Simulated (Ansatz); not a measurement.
**Energy of LiF along an even scaling of the cell**

System: LiF (P6₃mc, 4 atoms in the cell).
Method: Kohn-Sham DFT of a periodic cell, PBE, Ansatz PAW, no spin polarisation (Ansatz 0.2.0).

The 6 runs differ only in the geometry, by an even scaling of the cell at fixed fractional positions. The structure derives from a Materials Project entry.

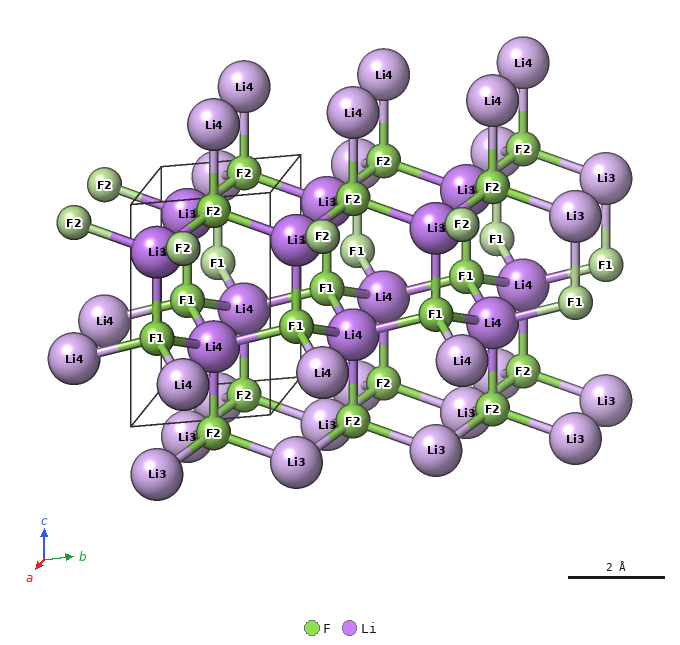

Figure 1. The structure of run 4 (ball-and-stick view of the cell of the calculation, repeated 2 × 3 × 1, seen slightly off an axis; neighbours outside the cell are drawn fainter; atoms are numbered from 1 in the order of the input).

### Input of run 4
```yaml
crystal:
  lattice:
    - [3.0609398175, 0.0, 0.0]
    - [-1.5304699087, 2.6508516414, 0.0]
    - [0.0, 0.0, 4.80732457]
  atoms:
    - { symbol: F, position: [0.6666666667, 0.3333333333, 0.49384374] }
    - { symbol: F, position: [0.3333333333, 0.6666666667, 0.99384374] }
    - { symbol: Li, position: [0.6666666667, 0.3333333333, 0.88115426] }
    - { symbol: Li, position: [0.3333333333, 0.6666666667, 0.38115426] }
hamiltonian:
  xc: pbe
  pseudopotentials: { kind: paw }
kpoints:
  mp_grid: { grid: [10, 10, 6] }
scf:
  occupations: { method: fermi_dirac, width: 0.05 }
output:
  forces: true
  stress: true
  eigenvalues: true
```

Command:
```bash
ansatz run input.yaml --threads 2 --pin off --max-ram 5120MiB --backend cpu --events-out ev --progress --plain --runs-dir out
```

Run 3 differs from it as follows:
```diff
-    - [3.0609398175, 0.0, 0.0]
-    - [-1.5304699087, 2.6508516414, 0.0]
-    - [0.0, 0.0, 4.80732457]
+    - [3.0403959783, 0.0, 0.0]
+    - [-1.5201979891, 2.6330601547, 0.0]
+    - [0.0, 0.0, 4.7750596746]
```

### Results, with one run withheld

```csv
run,volume per atom (Å³),"free energy per atom, from the lowest run given (meV)",pressure (GPa),gap on the mesh (eV)
1,9.167,26.94,8.23,8.27
2,9.362,17.96,6.53,8.15
3,9.557,?,?,?
4,9.752,5.76,3.60,7.92
5,9.947,2.12,2.33,7.82
6,10.142,0.00,1.19,7.71
```

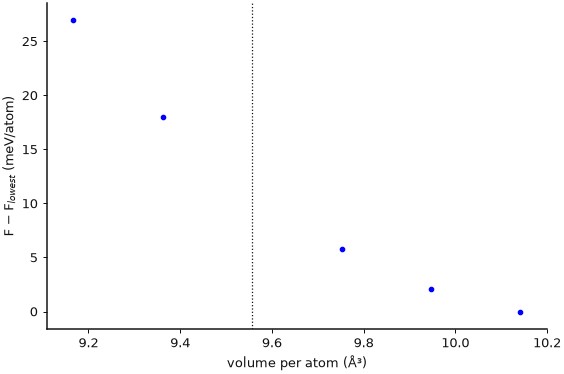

Figure 2. Free energy per atom of the runs given; the dotted line marks run 3.

Fit the runs given and predict run 3.

A cubic polynomial in V^(−2/3) (the Birch–Murnaghan form), fitted to the 5 runs given, misses them by at most 0.02 meV per atom. With x = V^(−2/3) − 0.22043 Å⁻², it reads F = 7.9273 + 1734.5 x + 86091 x² + 24866 x³ (meV per atom). At run 3 it gives 10.96 meV per atom, and the run itself gives 10.96. The slope of the fit gives a pressure −dF/dV of 5.00 GPa there, and the run prints 4.99 GPa. The fit has no minimum inside this range. The gap on the mesh goes, without turning, from 8.27 eV in run 1 to 7.71 eV in run 6; run 3 has 8.03 eV. These are gaps of this functional on this mesh, which can miss the band edges; they aren't the measured gap.

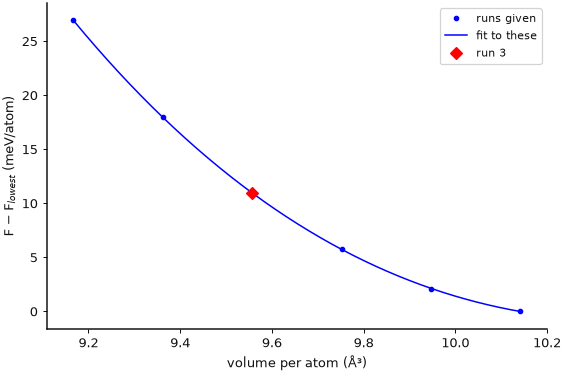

Figure 3. The fit and the withheld run.

### Output, shortened to warnings, some set-up lines, iterations and results (run 3)
```
Basis set: ecut = 420 eV, 747 PW (Γ), exchange–correlation on 48×48×64 points (8 copies of the dense FFT grid, shifted against one another)
Symmetry: 12 space group operations
k-points: 56 of 600 (time reversal used)
Initial density: superposition of atomic densities (neutral atoms: chi_scale 0, normalization atom), corrected by the library's trained network
[...]
SCF iter   1: F=—  HF=-2032.322860 eV  |F-HF|=—  |Δ(HF+E_count)|=         —  Δρ=7.61e-4  dr2=1.29e-4  ethr=1.77e-3  ⟨swp⟩=5.4  Hψ=3780  notcnv=0
SCF iter   2: F=—  HF=-2032.322803 eV  |F-HF|=—  |Δ(HF+E_count)|=   5.68e-5  Δρ=3.37e-4  dr2=2.15e-5  ethr=6.43e-7  ⟨swp⟩=2.0  Hψ=1680  notcnv=0
SCF iter   3: F=—  HF=-2032.323110 eV  |F-HF|=—  |Δ(HF+E_count)|=   3.07e-4  Δρ=1.26e-4  dr2=2.90e-6  ethr=1.08e-7  ⟨swp⟩=2.0  Hψ=1344  notcnv=0
SCF iter   4: F=—  HF=-2032.323114 eV  |F-HF|=—  |Δ(HF+E_count)|=   4.04e-6  Δρ=1.55e-4  dr2=5.70e-6  ethr=1.45e-8  ⟨swp⟩=2.0  Hψ=1232  notcnv=0
SCF iter   5: F=—  HF=-2032.323112 eV  |F-HF|=—  |Δ(HF+E_count)|=   1.44e-6  Δρ=4.34e-5  dr2=4.56e-7  ethr=1.45e-8  ⟨swp⟩=2.0  Hψ=1118  notcnv=0
SCF iter   6: F=-2032.323112 eV  HF=-2032.323112 eV  |F-HF|=3.22e-9  |Δ(HF+E_count)|=   9.49e-8  Δρ=5.23e-6  dr2=6.55e-9  ethr=5.00e-10  ⟨swp⟩=2.1  Hψ=2688  notcnv=0
SCF 1 converged in 6 iterations: F = -2032.323112 eV  dr2 = 6.55e-9
SCF converged after 6 iterations
Free energy (F): -2032.323112 eV
Harris-Foulkes:  -2032.323112 eV  (|F-HF|=3.22e-9)
Internal energy: -2032.323112 eV  (E = F + TS)
E sigma→0 (E₀):  -2032.323112 eV
Fermi energy:    3.505283 eV
--- Per-component energies (eV) ---
  E_band       = -261.137365
  E_kinetic    = 462.238752
  E_local      = -1455.548804  (includes V_loc(G=0)·N_el)
  E_nonlocal   = 81.140242
  E_hartree    = 522.420732
  E_xc         = -183.606231
  E_vxc        = -235.465725  (∫ρ·V_xc dr)
  E_paw        = -443.885226  (= ΣΔE_a)
  E_vpaw       = -158.350753  (= ΣTr[D̂ρ^β])
  E_aug_tail   = 0.004034  (compensation charges beyond the density's cutoff)
  E_ewald      = -1015.086612
  E_smearing   = -0.000000  (= −TS)
  E_closure    = -0.000000  (closes the sum)
  Σ components = -2032.323112   (vs F -2032.323112, Δ=0.00e0)
--- Forces (eV/Å), atoms counted from 1 ---
  atom   1  F      0.00000000    -0.00000000    -0.00109120
  atom   2  F      0.00000000     0.00000000    -0.00109120
  atom   3  Li     0.00000000     0.00000000     0.00103140
  atom   4  Li    -0.00000000    -0.00000000     0.00103140
  max |Σ_I F_I| component: 1.20e-4 eV/Å
--- Stress (GPa, compression-positive) ---
        5.159477       0.000000       0.000000
        0.000000       5.159477      -0.000000
        0.000000      -0.000000       4.658598
  P = ⅓ Tr σ = 4.9925 GPa (49.925 kbar)
```
